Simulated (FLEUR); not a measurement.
## EuO: 7 runs along one coordinate

System: EuO (Fm-3m, 2 atoms in the cell).
Method: Kohn-Sham DFT of a periodic cell, PBE, all-electron, spin-polarised (FLEUR MaX-R8.1 (later development tree)).

The 7 runs differ only in the geometry, by an even scaling of the cell at fixed fractional positions. The structure derives from an entry of the Crystallography Open Database.

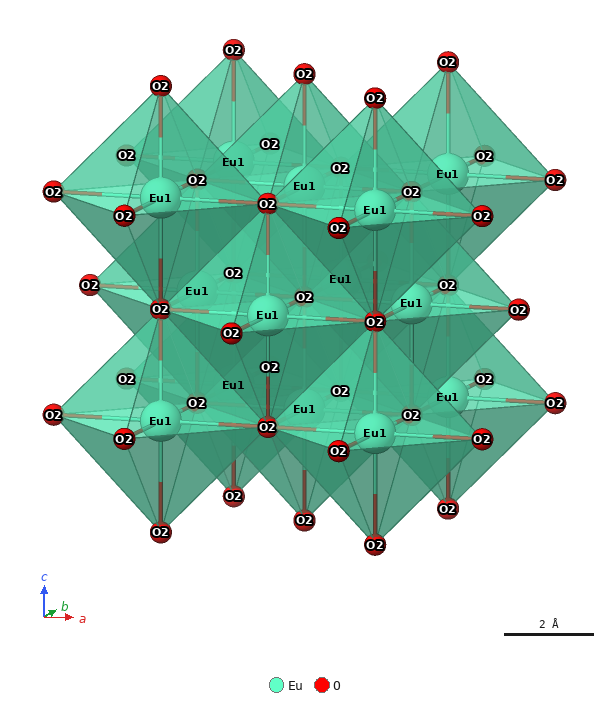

Figure 1. The structure of run 4 (polyhedral view of the cell 4 times as large as that of the calculation, set on its symmetry axes, seen slightly off an axis; polyhedra are completed across the faces of the cell; atoms are numbered from 1 in the order of the input).

**Input of run 4**
```
<?xml version="1.0" encoding="UTF-8" standalone="no"?>
<fleurInput fleurInputVersion="0.39">
   <comment>
      EuO                                                                                                 
   </comment>
   <calculationSetup>
      <cutoffs Kmax="4.19" Gmax="13.0" GmaxXC="13.0" numbands="0"/>
      <scfLoop itmax="60" minDistance="0.00001" maxIterBroyd="15" imix="Anderson" alpha="0.05" precondParam="0.0" spinf="2.0" sdNocoIR="T"/>
      <coreElectrons ctail="T" frcor="F" kcrel="0" coretail_lmax="0"/>
      <xcFunctional name="pbe" relativisticCorrections="F"/>
      <magnetism jspins="2"/>
      <soc l_soc="F" theta="0.0" phi="0.0" spav="F"/>
      <expertModes spex="0" secvar="F"/>
      <geometryOptimization l_f="T" forcealpha="1.0" forcemix="BFGS" epsdisp="0.0005" epsforce="0.0002"/>
      <ldaU l_linMix="F" mixParam="0.05" spinf="1.0"/>
   </calculationSetup>
   <cell>
      <bzIntegration valenceElectrons="23.0" mode="hist" fermiSmearingEnergy="0.00183747">
         <kPointListSelection listName="default-1"/>
         <!-- k-points included here -->
         <xi:include xmlns:xi="http://www.w3.org/2001/XInclude" href="kpts.xml"> </xi:include>
      </bzIntegration>
      <!-- symmetry operations included here -->
      <xi:include xmlns:xi="http://www.w3.org/2001/XInclude" href="sym.xml"> </xi:include>
      <bulkLattice scale="1.0">
         <bravaisMatrix>
            <row-1>    0.0000000000000000     4.8602811061649698     4.8602811061649698</row-1>
            <row-2>    4.8602811061649698     0.0000000000000000     4.8602811061649698</row-2>
            <row-3>    4.8602811061649698     4.8602811061649698     0.0000000000000000</row-3>
         </bravaisMatrix>
      </bulkLattice>
   </cell>
   <atomSpecies>
      <species name="Europium (7.000" element="Eu" atomicNumber="63">
         <mtSphere radius="2.65" gridPoints="879" logIncrement="0.015"/>
         <atomicCutoffs lmax="11" lnonsphr="8"/>
         <electronConfig flipSpins="F">
            <coreConfig>(1s1/2) (2s1/2) (2p1/2) (2p3/2) (3s1/2) (3p1/2) (3p3/2) (4s1/2) (3d3/2) (3d5/2) (4p1/2) (4p3/2) (4d3/2) (4d5/2)</coreConfig>
            <valenceConfig>(5s1/2) (5p1/2) (5p3/2) (6s1/2) (4f5/2) (4f7/2)</valenceConfig>
            <stateOccupation state="(4f5/2)" spinUp="3.0" spinDown="0.0"/>
            <stateOccupation state="(4f7/2)" spinUp="4.0" spinDown="0.0"/>
         </electronConfig>
         <energyParameters s="6" p="5" d="5" f="4"/>
         <lo type="SCLO" l="0" n="5" eDeriv="0"/>
         <lo type="HELO" l="1" n="6" eDeriv="0"/>
         <lo type="HELO" l="1" n="6" eDeriv="1"/>
         <lo type="SCLO" l="2" n="5" eDeriv="2"/>
         <lo type="SCLO" l="3" n="4" eDeriv="2"/>
      </species>
      <species name="Oxygen (O)" element="O" atomicNumber="8">
         <mtSphere radius="1.72" gridPoints="585" logIncrement="0.018"/>
         <atomicCutoffs lmax="8" lnonsphr="6"/>
         <electronConfig flipSpins="F">
            <coreConfig>(1s1/2)</coreConfig>
            <valenceConfig>(2s1/2) (2p1/2) (2p3/2)</valenceConfig>
            <stateOccupation state="(2p1/2)" spinUp="0.666667" spinDown="0.666667"/>
            <stateOccupation state="(2p3/2)" spinUp="1.333333" spinDown="1.333333"/>
         </electronConfig>
         <energyParameters s="2" p="2" d="3" f="4"/>
         <lo type="SCLO" l="0" n="2" eDeriv="2"/>
         <lo type="SCLO" l="1" n="2" eDeriv="2"/>
         <lo type="SCLO" l="2" n="3" eDeriv="2"/>
      </species>
   </atomSpecies>
   <atomGroups>
      <atomGroup species="Europium (7.000">
         <relPos label="                   1">.0000000000 .0000000000 .0000000000</relPos>
         <force calculate="T" relaxXYZ="TTT"/>
      </atomGroup>
      <atomGroup species="Oxygen (O)">
         <relPos label="                   2">1.000/2.000 1.000/2.000 1.000/2.000</relPos>
         <force calculate="T" relaxXYZ="TTT"/>
      </atomGroup>
   </atomGroups>
   <output dos="F" band="F" slice="F">
      <checks vchk="F" cdinf="F"/>
      <bandDOS minEnergy="-.5*Htr" maxEnergy="0.5*Htr" sigma="0.015" storeEVData="T"/>
      <vacuumDOS vacdos="F" integ="F" star="F" nstars="0" locx1="0.0" locy1="0.0" locx2="0.0" locy2="0.0" nstm="0" tworkf="0.0"/>
      <unfoldingBand unfoldBand="F" supercellX="1" supercellY="1" supercellZ="1"/>
      <plotting iplot="0" polar="F">
         <plot TwoD="T" vec1="  1.0  0.0  0.0" vec2="  0.0  1.0  0.0" vec3="  0.0  0.0  1.0" zero="  0.0  0.0  0.0" file="plot"/>
      </plotting>
      <chargeDensitySlicing numkpt="0" minEigenval="0.0" maxEigenval="0.0" nnne="0" pallst="F"/>
      <specialOutput eonly="F"/>
      <moessbauerParams electricFieldGradient="T" isomerShift="T" coreHyperfine="T" valenceHyperfine="T"/>
      <magneticCircularDichroism mcd="F" energyLo="-10.0" energyUp="0.0"/>
   </output>
  <!-- We include the file relax.xml here to enable relaxations (see documentation) -->
  <xi:include xmlns:xi="http://www.w3.org/2001/XInclude" href="relax.xml"> <xi:fallback/> </xi:include>
</fleurInput>
```

Command:
```bash
inpgen -f crystal.txt -profile fastHighL; fleur_MPI
```

Run 3 has the same physical settings and fractional positions; its lattice vectors (Å) are:
```
   0.000000    2.554688    2.554688
   2.554688    0.000000    2.554688
   2.554688    2.554688    0.000000
```

**Results, with one run withheld**

| run | volume per atom (Å³) | free energy per atom, from the lowest run given (meV) |
| --- | --- | --- |
| 1 | 15.992 | 1.28 |
| 2 | 16.333 | 0.00 |
| 3 | 16.673 | ? |
| 4 | 17.013 | 9.94 |
| 5 | 17.354 | 20.22 |
| 6 | 17.694 | 33.17 |
| 7 | 18.034 | 49.09 |

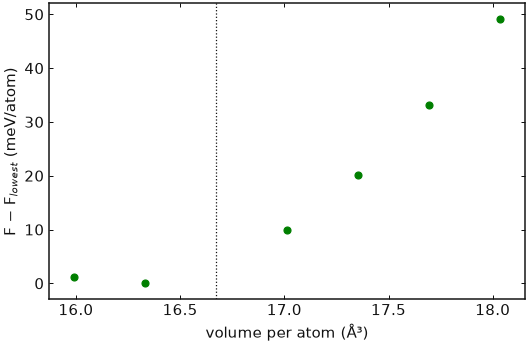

Figure 2. Free energy per atom of the runs given; the dotted line marks run 3.

Fit the runs given and predict run 3.

A cubic polynomial in V^(−2/3) (the Birch–Murnaghan form), fitted to the 6 runs given, misses them by at most 0.12 meV per atom. With x = V^(−2/3) − 0.15099 Å⁻², it reads F = 10.729 − 4421.8 x + 4.4625e+05 x² + 1.2351e+06 x³ (meV per atom). At run 3 it gives 3.09 meV per atom, and the run itself gives 3.34. The fit has its minimum at 16.254 Å³ per atom, where V d²F/dV² gives 98.8 GPa: the bulk modulus at this level, since symmetry fixes the shape and the positions.

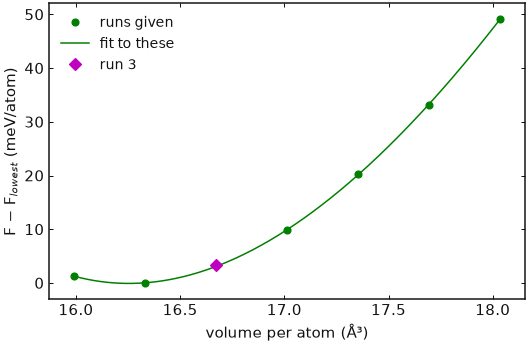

Figure 3. The fit and the withheld run.

**Output (run 3)**
```
Welcome to FLEUR        (www.flapw.de)
      MaX-Release 8.1          (www.max-centre.eu)

 ========== k-point set info ==========
 Selected k-point list: default-1
 k-point list type: mesh
 9 x 9 x 9
 Number of k points: 35

 ------------Calculation Setup---------------------------
 Number of MPI-tasks      :            1
 Number of PE/node        :            1
 Number of OMP-threads    :            1
 Most efficient MPI parallelization for:
           1           5           7          35
 Additional eigenvalue parallelization possible
 Number of basis functions:          360
 Approximate size of matrices (H+S) per k-point:         0.002 GB
 --------------------------------------------------------

 Iteration:     1   Distance:      53.89044496 me/bohr^3

 Iteration:     2   Distance:      18.82526459 me/bohr^3

 Iteration:     3   Distance:      13.18270965 me/bohr^3

 Iteration:     4   Distance:       8.92654798 me/bohr^3

 Iteration:     5   Distance:       4.99994297 me/bohr^3

 Iteration:     6   Distance:       8.10924950 me/bohr^3

 Iteration:     7   Distance:       1.95912424 me/bohr^3

 Iteration:     8   Distance:       1.69928622 me/bohr^3

 Iteration:     9   Distance:       0.63011404 me/bohr^3

 Iteration:    10   Distance:       0.42270872 me/bohr^3

 Iteration:    11   Distance:       0.34115297 me/bohr^3

 Iteration:    12   Distance:       0.27413836 me/bohr^3

 Iteration:    13   Distance:       0.01309039 me/bohr^3

 Iteration:    14   Distance:       0.01256717 me/bohr^3

 Iteration:    15   Distance:       0.00469353 me/bohr^3

 Iteration:    16   Distance:       0.00317731 me/bohr^3

 Iteration:    17   Distance:       0.00198209 me/bohr^3

 Iteration:    18   Distance:       0.00132724 me/bohr^3

 Iteration:    19   Distance:       0.00063793 me/bohr^3

 Iteration:    20   Distance:       0.00052013 me/bohr^3

 Iteration:    21   Distance:       0.00065176 me/bohr^3

 Iteration:    22   Distance:       0.00010816 me/bohr^3

 Iteration:    23   Distance:       0.00001152 me/bohr^3

 Iteration:    24   Distance:       0.00002110 me/bohr^3

 Iteration:    25   Distance:       0.00000364 me/bohr^3

 ********************************************************************
 Run finished successfully
 Stop message:
   all done
 ********************************************************************
```
